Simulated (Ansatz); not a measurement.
## GaSb: a changed input and its effect

System: GaSb (2 atoms in the cell).
Method of the first run: Kohn-Sham DFT of a periodic cell, r2SCAN0, Ansatz PAW, no spin polarisation (Ansatz 0.2.0).

The structure derives from an entry of the Crystallography Open Database. Text and figures count atoms from 1; the logs count them from 0 in places.

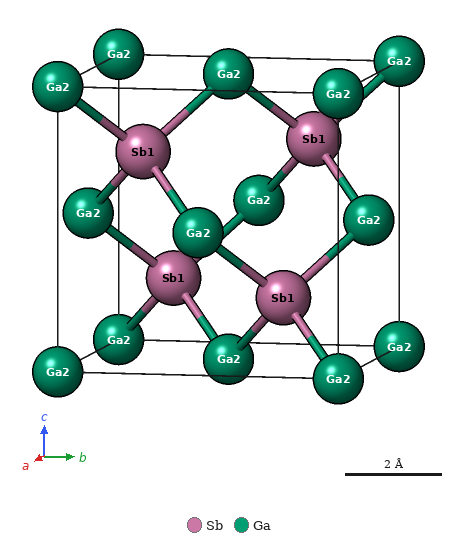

**Figure 1.** The structure (ball-and-stick view of the cell 4 times as large as that of the calculation, set on its symmetry axes, seen slightly off an axis; atoms are numbered from 1 in the order of the input).

**Input, the first run**
```yaml
crystal:
  lattice:
    - [0.0, 2.9965539066, 2.9965539066]
    - [2.9965539066, 0.0, 2.9965539066]
    - [2.9965539066, 2.9965539066, 0.0]
  atoms:
    - { symbol: Sb, position: [0.75, 0.75, 0.75] }
    - { symbol: Ga, position: [0.0, 0.0, 0.0] }
hamiltonian:
  xc: r2scan0
  pseudopotentials: { kind: paw }
kpoints:
  mp_grid: { grid: [4, 4, 4] }
scf:
  occupations: { method: fermi_dirac, width: 0.05 }
output:
  forces: true
  stress: true
  eigenvalues: true
```

Launched with:
```bash
ansatz run input.yaml --threads 2 --pin off --max-ram 5632MiB --backend cpu --events-out ev --progress --plain --runs-dir out
```

Hardware: 2 threads of Intel Xeon @ 2.60GHz (Ice Lake), 24 GiB of memory available, shared host.

**Output, shortened to warnings, some set-up lines, iterations and results (the first run)**
```
Warning: output.stress: scf.convergence.dr2_threshold = 1e-7 eV (the SCF's general default) is looser than the 2e-10 eV advised for a printed stress (1e-10 eV for each atom of the cell: 2). What an SCF threshold leaves in a stress goes as its square root, and in the free energy as the threshold itself, and one threshold admits the most on a small cell: of the crystals measured, under no hybrid …
Warning: output.stress: scf.exx.energy_threshold = 1e-6 eV is looser than the 2e-8 eV advised for a stress under a hybrid functional (1e-8 eV for each atom of the cell: 2). Every SCF of the exchange loop can meet its threshold on dr2 while the loop round them stops early: no threshold on dr2 bounds what that leaves in the stress. Set scf.exx.energy_threshold to 2e-8 eV or tighter. The threshold …
Basis set: ecut = 500 eV, 1363 PW (Γ), exchange–correlation on 128×128×128 points (64 copies of the dense FFT grid, shifted against one another)
Symmetry: 24 space group operations
k-points: 8 of 64 (time reversal used)
Initial density: superposition of atomic densities (neutral atoms: chi_scale 0, normalization atom), corrected by the library's trained network
[...]
SCF iter   1: F=—  HF=-10289.615765 eV  |F-HF|=—  |Δ(HF+E_count)|=         —  Δρ=8.85e-3  dr2=1.58e-2  dr2_τ=4.78e-3  ethr=1.77e-3  ⟨swp⟩=6.1  Hψ=582  notcnv=0
SCF iter   2: F=—  HF=-10289.632430 eV  |F-HF|=—  |Δ(HF+E_count)|=   1.67e-2  Δρ=2.74e-3  dr2=2.47e-3  dr2_τ=4.41e-5  ethr=5.63e-5  ⟨swp⟩=4.1  Hψ=445  notcnv=0
SCF iter   3: F=—  HF=-10289.632268 eV  |F-HF|=—  |Δ(HF+E_count)|=   1.62e-4  Δρ=2.00e-3  dr2=6.76e-4  dr2_τ=1.15e-5  ethr=8.82e-6  ⟨swp⟩=4.0  Hψ=388  notcnv=0
SCF iter   4: F=—  HF=-10289.632553 eV  |F-HF|=—  |Δ(HF+E_count)|=   2.85e-4  Δρ=6.40e-4  dr2=7.99e-5  dr2_τ=1.69e-6  ethr=2.41e-6  ⟨swp⟩=2.2  Hψ=259  notcnv=0
SCF iter   5: F=-10289.632565 eV  HF=-10289.632565 eV  |F-HF|=2.83e-9  |Δ(HF+E_count)|=   1.21e-5  Δρ=6.52e-5  dr2=1.04e-6  dr2_τ=4.15e-8  ethr=4.32e-9  ⟨swp⟩=4.0  Hψ=712  …
[... 8 lines ...]
SCF iter   1: F=—  HF=-10288.547451 eV  |F-HF|=—  |Δ(HF+E_count)|=         —  Δρ=3.07e-5  dr2=7.38e-7  dr2_τ=1.93e-8  ethr=6.92e-7  ⟨swp⟩=3.8  Hψ=328  notcnv=0
SCF iter   2: F=—  HF=-10288.547453 eV  |F-HF|=—  |Δ(HF+E_count)|=   1.78e-6  Δρ=2.42e-5  dr2=3.25e-7  dr2_τ=4.57e-9  ethr=2.01e-9  ⟨swp⟩=4.1  Hψ=442  notcnv=0
SCF iter   3: F=—  HF=-10288.547453 eV  |F-HF|=—  |Δ(HF+E_count)|=   5.56e-8  Δρ=1.39e-5  dr2=1.83e-7  dr2_τ=1.07e-9  ethr=9.52e-10  ⟨swp⟩=3.2  Hψ=299  notcnv=0
SCF iter   4: F=-10288.547453 eV  HF=-10288.547453 eV  |F-HF|=3.07e-10  |Δ(HF+E_count)|=   2.80e-8  Δρ=1.76e-6  dr2=6.11e-9  dr2_τ=3.56e-11  ethr=4.46e-10  ⟨swp⟩=3.0  Hψ=300  …
SCF 3 converged in 4 iterations: F = -10288.547453 eV  dr2 = 6.11e-9
  Residual-converged pass: ⟨swp⟩=3.5  Hψ=377  notcnv=0  max |occ|·‖R‖ = 2.4e-6 eV (tolerance 2.4e-6 eV)  dr2=6.77e-9  dr2_τ=3.52e-11  dr2_onsite=6.65e-10  max |Δocc| = 3.7e-17
hybrid outer 2: dexx = +9.208e-7 eV, tail = 2.36e-8 eV, Δε = 4.55e-3 eV (about 1.72e-4 eV left of the loop's levels)
hybrid SCF converged: 2 outer / 10 inner (+5 warm-up), last move |dexx| = 9.21e-7 eV, tail = 2.36e-8 eV
Stability not checked: this state was not tested for a lower state beside it, because the functional holds exact exchange (a hybrid, or Hartree-Fock), whose exchange loop this test does not read (fock_operator; see scf.lower_state_search)
Free energy (F): -10288.547453 eV
Frozen-core exchange: fock
Harris-Foulkes:  -10288.547453 eV  (|F-HF|=3.07e-10)
Internal energy: -10288.547453 eV  (E = F + TS)
E sigma→0 (E₀):  -10288.547453 eV
Fermi energy:    8.782050 eV
--- Per-component energies (eV) ---
  E_band       = -327.724077
  E_kinetic    = 323.335724
  E_local      = -3837.664451  (includes V_loc(G=0)·N_el)
  E_nonlocal   = 791.431257
  E_hartree    = 1778.685011
  E_xc         = -147.682870
  E_vxc        = -124.827145  (∫ρ·V_xc dr)
  E_exx        = -100.587876  (= α·E_x^exact, valence–valence)
  E_paw        = -6550.190509  (= ΣΔE_a)
  E_vpaw       = -842.952287  (= ΣTr[D̂ρ^β])
  E_aug_tail   = -0.000039  (compensation charges beyond the density's cutoff)
  E_vtau       = 6.758204  (kinetic-family band-sum trace: ∫τ·v_τ [+ j·A + Jᵃ·Aᵃ] dr)
  E_ewald      = -2545.890673
  E_core_change = 0.016997  (= ΣΔE_core)
  E_smearing   = -0.000000  (= −TS)
  E_closure    = -0.000024  (closes the sum)
  Σ components = -10288.547453   (vs F -10288.547453, Δ=3.64e-12)
--- Forces (eV/Å), atoms counted from 1 ---
  atom   1  Sb     0.00000000    -0.00000000    -0.00000000
  atom   2  Ga    -0.00000000     0.00000000     0.00000000
  max |Σ_I F_I| component: 3.70e-17 eV/Å
--- Stress (GPa, compression-positive) ---
        3.647552       0.000000      -0.000000
       -0.000000       3.647552       0.000000
       -0.000000       0.000000       3.647552
  P = ⅓ Tr σ = 3.6476 GPa (36.476 kbar)
```

For the second run the input was changed thus:
```diff
-    - [0.0, 2.9965539066, 2.9965539066]
-    - [2.9965539066, 0.0, 2.9965539066]
-    - [2.9965539066, 2.9965539066, 0.0]
+    - [0.0, 3.0792588685, 3.0792588685]
+    - [3.0792588685, 0.0, 3.0792588685]
+    - [3.0792588685, 3.0792588685, 0.0]
```

Predict how the results change.

With the same functional and potentials, the second run lies 12.1 meV per atom lower. The gap on the mesh goes from 2.04 to 1.56 eV. The pressure goes from 3.65 to −1.56 GPa. The volume per atom goes from 26.91 to 29.20 Å³. The cell is scaled evenly with the atoms at fixed fractional positions, so −ΔP/Δ ln V estimates the bulk modulus midway between the two volumes: about 64 GPa. The SCF takes 17 iterations against 15. The plane waves at Γ go from 1363 to 1459.

**Output, shortened to warnings, some set-up lines, iterations and results (the second run)**
```
Warning: output.stress: scf.convergence.dr2_threshold = 1e-7 eV (the SCF's general default) is looser than the 2e-10 eV advised for a printed stress (1e-10 eV for each atom of the cell: 2). What an SCF threshold leaves in a stress goes as its square root, and in the free energy as the threshold itself, and one threshold admits the most on a small cell: of the crystals measured, under no hybrid …
Warning: output.stress: scf.exx.energy_threshold = 1e-6 eV is looser than the 2e-8 eV advised for a stress under a hybrid functional (1e-8 eV for each atom of the cell: 2). Every SCF of the exchange loop can meet its threshold on dr2 while the loop round them stops early: no threshold on dr2 bounds what that leaves in the stress. Set scf.exx.energy_threshold to 2e-8 eV or tighter. The threshold …
Basis set: ecut = 500 eV, 1459 PW (Γ), exchange–correlation on 128×128×128 points (64 copies of the dense FFT grid, shifted against one another)
Symmetry: 24 space group operations
k-points: 8 of 64 (time reversal used)
Initial density: superposition of atomic densities (neutral atoms: chi_scale 0, normalization atom), corrected by the library's trained network
[...]
SCF iter   1: F=—  HF=-10289.674085 eV  |F-HF|=—  |Δ(HF+E_count)|=         —  Δρ=8.58e-3  dr2=1.52e-2  dr2_τ=3.45e-3  ethr=1.77e-3  ⟨swp⟩=6.2  Hψ=582  notcnv=0
SCF iter   2: F=—  HF=-10289.686018 eV  |F-HF|=—  |Δ(HF+E_count)|=   1.19e-2  Δρ=2.80e-3  dr2=2.72e-3  dr2_τ=4.33e-5  ethr=5.42e-5  ⟨swp⟩=4.1  Hψ=439  notcnv=0
SCF iter   3: F=—  HF=-10289.685965 eV  |F-HF|=—  |Δ(HF+E_count)|=   5.31e-5  Δρ=1.97e-3  dr2=7.18e-4  dr2_τ=1.22e-5  ethr=9.70e-6  ⟨swp⟩=4.0  Hψ=377  notcnv=0
SCF iter   4: F=—  HF=-10289.686221 eV  |F-HF|=—  |Δ(HF+E_count)|=   2.56e-4  Δρ=8.83e-4  dr2=1.61e-4  dr2_τ=2.52e-6  ethr=2.56e-6  ⟨swp⟩=2.1  Hψ=259  notcnv=0
SCF iter   5: F=—  HF=-10289.686243 eV  |F-HF|=—  |Δ(HF+E_count)|=   2.15e-5  Δρ=1.40e-4  dr2=3.79e-6  dr2_τ=7.80e-8  ethr=1.65e-8  ⟨swp⟩=4.1  Hψ=676  notcnv=0
[... 10 lines ...]
SCF iter   1: F=—  HF=-10288.571702 eV  |F-HF|=—  |Δ(HF+E_count)|=         —  Δρ=3.90e-5  dr2=7.62e-7  dr2_τ=2.13e-8  ethr=4.72e-7  ⟨swp⟩=4.4  Hψ=351  notcnv=0
SCF iter   2: F=—  HF=-10288.571702 eV  |F-HF|=—  |Δ(HF+E_count)|=   8.20e-7  Δρ=2.45e-5  dr2=2.98e-7  dr2_τ=2.08e-9  ethr=2.30e-9  ⟨swp⟩=4.0  Hψ=411  notcnv=0
SCF iter   3: F=—  HF=-10288.571702 eV  |F-HF|=—  |Δ(HF+E_count)|=   1.06e-8  Δρ=6.74e-6  dr2=3.27e-8  dr2_τ=4.74e-10  ethr=1.05e-9  ⟨swp⟩=3.0  Hψ=329  notcnv=0
SCF iter   4: F=-10288.571702 eV  HF=-10288.571702 eV  |F-HF|=1.58e-9  |Δ(HF+E_count)|=   1.30e-8  Δρ=1.39e-6  dr2=2.24e-9  dr2_τ=1.16e-11  ethr=9.17e-11  ⟨swp⟩=3.5  Hψ=369  …
SCF 3 converged in 4 iterations: F = -10288.571702 eV  dr2 = 2.24e-9
  Residual-converged pass: ⟨swp⟩=3.0  Hψ=297  notcnv=0  max |occ|·‖R‖ = 2.4e-6 eV (tolerance 2.4e-6 eV)  dr2=2.24e-9  dr2_τ=1.20e-11  dr2_onsite=8.44e-11  max |Δocc| = 4.4e-16
hybrid outer 2: dexx = +7.494e-7 eV, tail = 1.59e-8 eV, Δε = 2.35e-3 eV (about 7.34e-5 eV left of the loop's levels)
hybrid SCF converged: 2 outer / 9 inner (+8 warm-up), last move |dexx| = 7.49e-7 eV, tail = 1.59e-8 eV
Stability not checked: this state was not tested for a lower state beside it, because the functional holds exact exchange (a hybrid, or Hartree-Fock), whose exchange loop this test does not read (fock_operator; see scf.lower_state_search)
Free energy (F): -10288.571702 eV
Frozen-core exchange: fock
Harris-Foulkes:  -10288.571702 eV  (|F-HF|=1.58e-9)
Internal energy: -10288.571702 eV  (E = F + TS)
E sigma→0 (E₀):  -10288.571702 eV
Entropy (-TS):   -0.000000 eV (-0.000 meV/atom)
Fermi energy:    7.492389 eV
--- Per-component energies (eV) ---
  E_band       = -353.225060
  E_kinetic    = 320.926156
  E_local      = -3947.146544  (includes V_loc(G=0)·N_el)
  E_nonlocal   = 791.342328
  E_hartree    = 1821.225534
  E_xc         = -146.680701
  E_vxc        = -123.454245  (∫ρ·V_xc dr)
  E_exx        = -100.328222  (= α·E_x^exact, valence–valence)
  E_paw        = -6550.415911  (= ΣΔE_a)
  E_vpaw       = -843.401972  (= ΣTr[D̂ρ^β])
  E_aug_tail   = -0.000039  (compensation charges beyond the density's cutoff)
  E_vtau       = 6.713765  (kinetic-family band-sum trace: ∫τ·v_τ [+ j·A + Jᵃ·Aᵃ] dr)
  E_ewald      = -2477.511300
  E_core_change = 0.016997  (= ΣΔE_core)
  E_smearing   = -0.000000  (= −TS)
  E_closure    = -0.000000  (closes the sum)
  Σ components = -10288.571702   (vs F -10288.571702, Δ=0.00e0)
--- Forces (eV/Å), atoms counted from 1 ---
  atom   1  Sb     0.00000000    -0.00000000    -0.00000000
  atom   2  Ga    -0.00000000     0.00000000     0.00000000
  max |Σ_I F_I| component: 3.70e-17 eV/Å
--- Stress (GPa, compression-positive) ---
       -1.556229      -0.000000      -0.000000
       -0.000000      -1.556229       0.000000
       -0.000000       0.000000      -1.556229
  P = ⅓ Tr σ = -1.5562 GPa (-15.562 kbar)
```

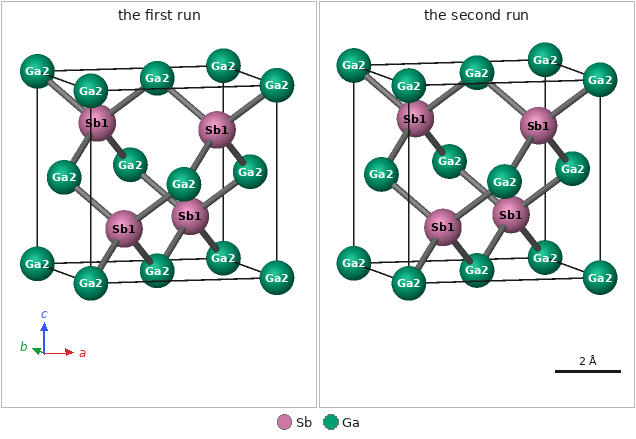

**Figure 2.** The two input geometries at one scale (ball-and-stick view of the cell 4 times as large as that of the calculation, set on its symmetry axes, seen slightly off an axis). The atoms keep their places relative to the cell (all moves are under 0.005 Å). The volume changes by +8.5 %, with a = b = c 5.993 → 6.159 Å (+2.8 %). Among the contacts that change: Sb1–Ga2 2.595 → 2.667 Å.

**The two runs side by side**

```tsv
quantity	the first run	the second run
outcome	converged	converged
free energy per atom (eV)	−5144.2737	−5144.2859
gap on the mesh (eV)	2.04	1.56
pressure (GPa)	3.65	−1.56
volume per atom (Å³)	26.91	29.20
largest force (eV/Å)	0.000	0.000
SCF iterations	15	17
irreducible k-points	8	8
plane waves at Γ	1363	1459
wall time (shared host)	15 s	16 s
```

For both runs: Warnings: the exchange loop's threshold is looser than advised for the stress; the SCF threshold is looser than advised for the printed stress.
